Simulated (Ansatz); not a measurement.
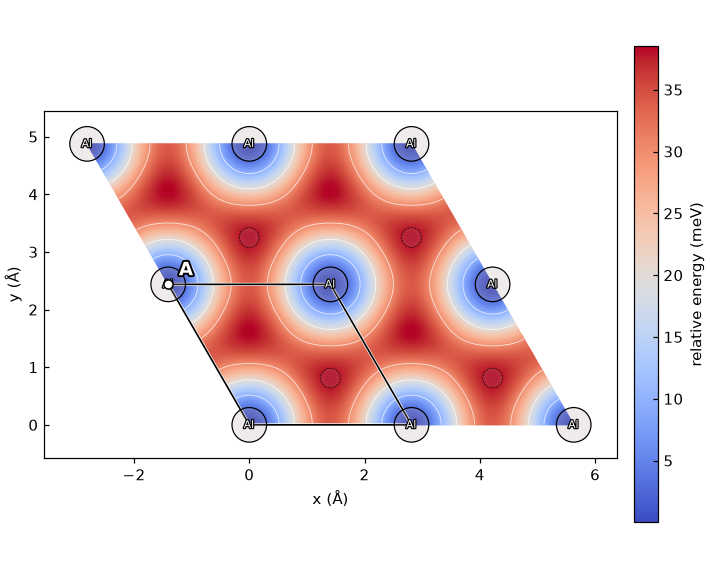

H on an Al(001) slab cut from the P6_3/mmc phase, its upper half relaxed before the scan (32 atoms of substrate and one adsorbate in a 2 × 2 cell). H is moved over the surface cell at a fixed height above a rigid substrate; the origin of the map has the adsorbate above Al29; the height is held at 3.30 Å. Places are given modulo a cell vector. The map is drawn in real space over the plane of the surface. Grid: 6 × 6 points; 10 points were computed and 26 follow by symmetry. Places are given in fractions of the 1 × 1 surface cell. Energies are in meV, from the lowest grid point. The runs have no spin polarisation, so an open-shell adsorbate far from the surface lies too high. At a fixed height the lowest place need not be the adsorption site. Computed with Ansatz, DFT PBE+D3(BJ), scalar-relativistic, plane waves, PAW. Settings: cutoff 420 eV, k-mesh 6×6×1, gaussian smearing 0.1 eV, no spin polarisation.

In the figure: a smooth colour map with a few white contour lines, labelled circles for the atoms of the top layer and small ones for the second layer, the outline of one cell of the 2 × 2 shown, the point A. Between grid points the surface is interpolated.

### Find the lowest pass out of the well at A.

The easiest path leads from the well at the top site over a surface Al atom, (0/6, 0/6) of the cell vectors to its copy one period on. Its highest point lies about 34 meV above the bottom of the first well on the interpolated surface, at a bridge site between two Al atoms, (3/6, 0/6) of the cell vectors. This is the barrier on the constrained surface; relaxing the other coordinates would change it.

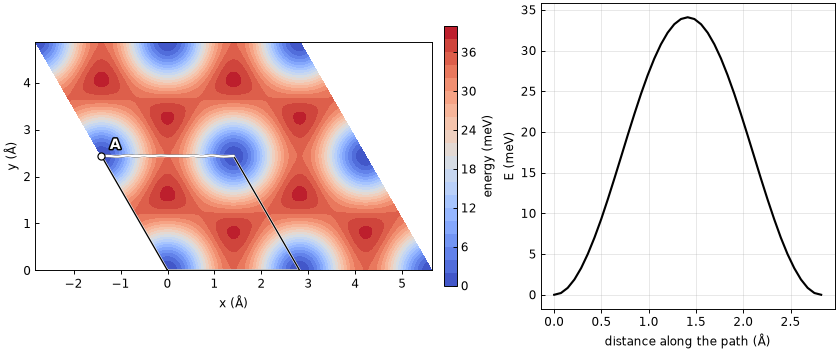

The picture shows filled contours, a line along the lowest path, the outline of one cell of the 2 × 2 shown, the energy along the path at the right. Between grid points the surface is interpolated.

PAW datasets: the set soft_1.
